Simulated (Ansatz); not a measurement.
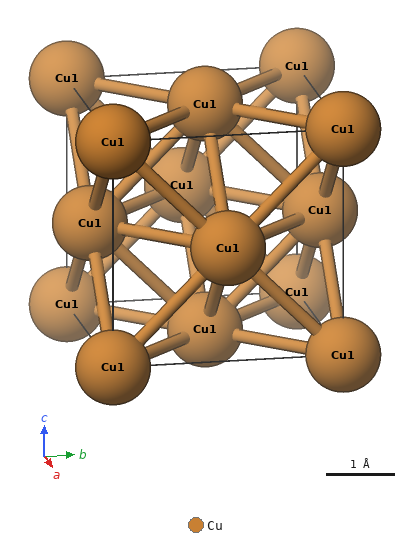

The structure (ball-and-stick view of the cell 4 times as large as that of the calculation, set on its symmetry axes, seen slightly off an axis; atoms are numbered from 1 in the order of the input).

Single-point calculation, with input and output: Cu

- system: Cu (Fm-3m, 1 atom in the cell)
- method: DFT PBEsol, scalar-relativistic, plane waves, PAW, no spin polarisation (Ansatz 0.2.0)

The structure derives from an entry of the Crystallography Open Database. It belongs to a series of runs on one base structure; here: strain -0.025 along x and y, -0.025 along z, atoms carried along. Figures and captions count atoms from 1; the log counts them from 0 in places.

What the program printed
```
Engine: ansatz 0.2.0, x86_64-unknown-linux-gnu
Pseudopotentials: kind: paw
Pseudopotential: Cu, paw, valence charge 19, recommended cutoff 420 eV (normal), Cu.paw.azcp
Functional definition: PBEsol
  exchange = pbesol_x
  correlation = pbesol_c
Crystal: 1 atoms, lattice volume = 10.484 Å³
Basis set: ecut = 420 eV, 181 PW (Γ), exchange–correlation on 36×36×36 points (8 copies of the dense FFT grid, shifted against one another)
Bands: 14, of which v1, the nominal top of the filled ones, is band 10 counted from 1 (9 counted from 0)
Symmetry: 48 space group operations
Space group: Fm-3m (ITA 225), of the structure as read, at distance tolerance 2.2e-5 Å
k-points: 624 of 21952
Non-local potential: Cu, projectors of the file, l = 0: 3, l = 1: 2, l = 2: 3, l = 3: 1
PAW form: soft (Blöchl's): semilocal exchange-correlation on the pseudo side does not see the compensation charge
PAW frozen core: Cu, regenerated for the run's functional, and the local potential with it (the file was generated under x = pbe(κ = 0.804, μ = 0.2195149727645171), c = pbe(β = 0.06672455060314922))
PAW one-centre angular grid: Cu, 590 points (default); XC on 64 Gauss nodes
Initial density: superposition of atomic densities (neutral atoms: chi_scale 0, normalization atom), corrected by the library's trained network
Initial wavefunctions: pseudopotential atomic-orbital guess
Functional: x = pbesol(κ = 0.804, μ = 0.12345679012345678), c = pbesol(β = 0.046)
SCF iter   1: F=—  HF=-6588.743290 eV  |F-HF|=—  |Δ(HF+E_count)|=         —  Δρ=2.01e-2  dr2=2.12e-2  ethr=1.77e-3  ⟨swp⟩=4.9  Hψ=44005  notcnv=0
preconditioner: auto → none  [metal: Δε(μ)=0.005 eV  Ē_g=18.396 eV  σ=0.150 eV  W_gap=0.02  n_scr=0 (ndim 8)  ℏωp=38.0 eV  f_vac=0.000  D(μ)=0.26/eV (n_scr^D=0)]
SCF iter   2: F=—  HF=-6588.746515 eV  |F-HF|=—  |Δ(HF+E_count)|=   3.23e-3  Δρ=2.23e-2  dr2=2.83e-2  ethr=1.12e-4  ⟨swp⟩=2.2  Hψ=19995  notcnv=0  defer=225
SCF iter   3: F=—  HF=-6588.737994 eV  |F-HF|=—  |Δ(HF+E_count)|=   8.52e-3  Δρ=1.31e-3  dr2=6.46e-5  ethr=1.12e-4  ⟨swp⟩=2.0  Hψ=13929  notcnv=0  defer=225
SCF iter   4: F=—  HF=-6588.737994 eV  |F-HF|=—  |Δ(HF+E_count)|=   2.84e-7  Δρ=1.29e-5  dr2=4.58e-9  ethr=3.40e-7  ⟨swp⟩=1.5  Hψ=10938  notcnv=0  defer=225
iter 5 did not close the SCF: its close was put off for the readings that it lacked (scf_convergence_deferred on its scf_iter line)
SCF iter   5: F=-6588.737994 eV  HF=-6588.737994 eV  |F-HF|=1.77e-9  |Δ(HF+E_count)|=   5.34e-8  Δρ=1.40e-5  dr2=7.99e-9  ethr=2.41e-11  ⟨swp⟩=3.0  Hψ=18310  notcnv=0  defer=225
SCF iter   6: F=-6588.737994 eV  HF=-6588.737994 eV  |F-HF|=9.09e-12  |Δ(HF+E_count)|=   2.26e-9  Δρ=5.03e-7  dr2=7.66e-12  ethr=2.41e-11  ⟨swp⟩=5.1  Hψ=45362  notcnv=0
SCF 1 converged in 6 iterations: F = -6588.737994 eV  dr2 = 7.66e-12
  greatest PAW one-centre occupation: 1.000 electrons in one spin orbital (limit 2), on the Cu atom at site 0 (counted from 0), in its partial waves of l = 0
SCF converged after 6 iterations
Free energy (F): -6588.737994 eV
Harris-Foulkes:  -6588.737994 eV  (|F-HF|=9.09e-12)
Internal energy: -6588.735250 eV  (E = F + TS)
E sigma→0 (E₀):  -6588.736622 eV
Entropy (-TS):   -0.002744 eV (-2.744 meV/atom)
Fermi energy:    19.339826 eV
--- Per-component energies (eV) ---
  E_band       = -316.095246
  E_kinetic    = 301.841509
  E_local      = -3827.578467  (includes V_loc(G=0)·N_el)
  E_nonlocal   = 390.401866
  E_hartree    = 1691.481945
  E_xc         = -90.187737
  E_vxc        = -116.936999  (∫ρ·V_xc dr)
  E_paw        = -1624.937346  (= ΣΔE_a)
  E_vpaw       = -446.787159  (= ΣTr[D̂ρ^β])
  E_aug_tail   = 0.000293  (compensation charges beyond the density's cutoff)
  E_ewald      = -3429.963516
  E_core_change = 0.206202  (= ΣΔE_core)
  E_smearing   = -0.002744  (= −TS)
  E_closure    = -0.000000  (closes the sum)
  Σ components = -6588.737994   (vs F -6588.737994, Δ=0.00e0)
--- Forces (eV/Å), atoms counted from 1 ---
  atom   1  Cu    -0.00000000     0.00000000    -0.00000000
  max |Σ_I F_I| component: 5.75e-32 eV/Å
--- Stress (GPa, compression-positive) ---
       15.472182       0.000000      -0.000000
        0.000000      15.472182       0.000000
        0.000000      -0.000000      15.472182
  P = ⅓ Tr σ = 15.4722 GPa (154.722 kbar)
--- Band table (eV; the first three rows and the last of 624) ---
  k-point 0: bands = ["-93.2568", "-50.6838", "-50.6838", "-50.6838", "8.9047", "15.9077", "15.9077", "15.9077", "16.9222", "16.9222", "42.8463", "46.2655", "46.2655", "46.2655"]
  k-point 1: bands = ["-93.2565", "-50.6860", "-50.6841", "-50.6841", "8.9556", "15.8951", "15.9186", "15.9186", "16.9176", "16.9176", "42.6656", "45.3798", "46.0957", "46.0957"]
  k-point 2: bands = ["-93.2556", "-50.6924", "-50.6851", "-50.6851", "9.1074", "15.8587", "15.9498", "15.9498", "16.9053", "16.9053", "41.8546", "44.3078", "45.7098", "45.7098"]
  k-point 623: bands = ["-93.2243", "-50.7985", "-50.7985", "-50.7502", "14.5207", "15.2664", "15.2664", "16.8610", "17.7862", "25.9384", "25.9384", "28.2069", "29.1638", "49.2432"]
```

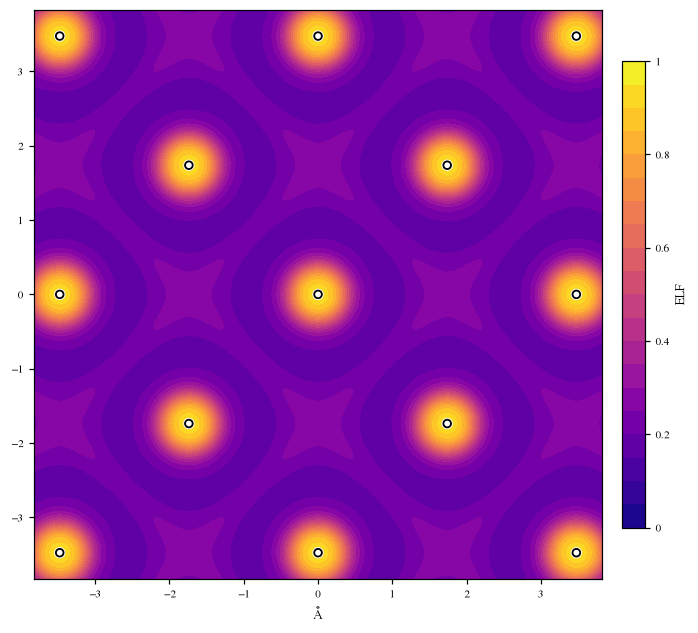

ELF on the (010) plane of the conventional cell. Circles mark the nuclei in the plane (Cu). Atoms in the plane: Cu. Cu–Cu (2.46 Å): the ELF is about 0.20 at the midpoint; no shared electron pair. The strong features right at Cu lie inside the PAW spheres (semicore, d or f shells) and say nothing about bonding. The fields are those of the smooth PAW valence density.

This output came from the following input.

The input
```yaml
crystal:
  lattice:
    - [0.0, 1.7371438586, 1.7371438586]
    - [1.7371438586, 0.0, 1.7371438586]
    - [1.7371438586, 1.7371438586, 0.0]
  atoms:
    - { symbol: Cu, position: [0.0, 0.0, 0.0] }
basis:
  ecutwfc: 420
kpoints:
  mp_grid: { grid: [28, 28, 28] }
hamiltonian:
  xc: pbesol
scf:
  occupations: { method: gaussian, width: 0.15 }
output:
  forces: true
  stress: true
  eigenvalues: true
  write_density: true
  write_potential: true
  elf: true
  volumetric_format: npy
```

Launched with:
```bash
ansatz run input.yaml --threads 2 --pin off --max-ram 5120MiB --backend cpu --events-out ev --progress --plain --runs-dir out
```

Key numbers

| quantity | value |
| --- | --- |
| outcome | converged |
| space group (tolerance 0.01 Å) | Fm-3m (225) |
| electrons treated | 19 |
| free energy | −6588.7380 eV |
| Fermi energy | 19.340 eV |
| gap on the k-point mesh | none (metallic) |
| pressure | 15.47 GPa |
| largest force (length of the vector) | under 0.001 eV/Å |
| hardware | 2 threads of Intel Xeon @ 2.50GHz (Skylake/Cascade Lake), 192 GiB of memory available, shared host |
| wall time | 5.4 s (CPU time 9.6 s) |
| peak memory | 0.44 GiB |

Remarks

The cell is under a pressure of 15.5 GPa at this level, so it is not at its equilibrium volume.
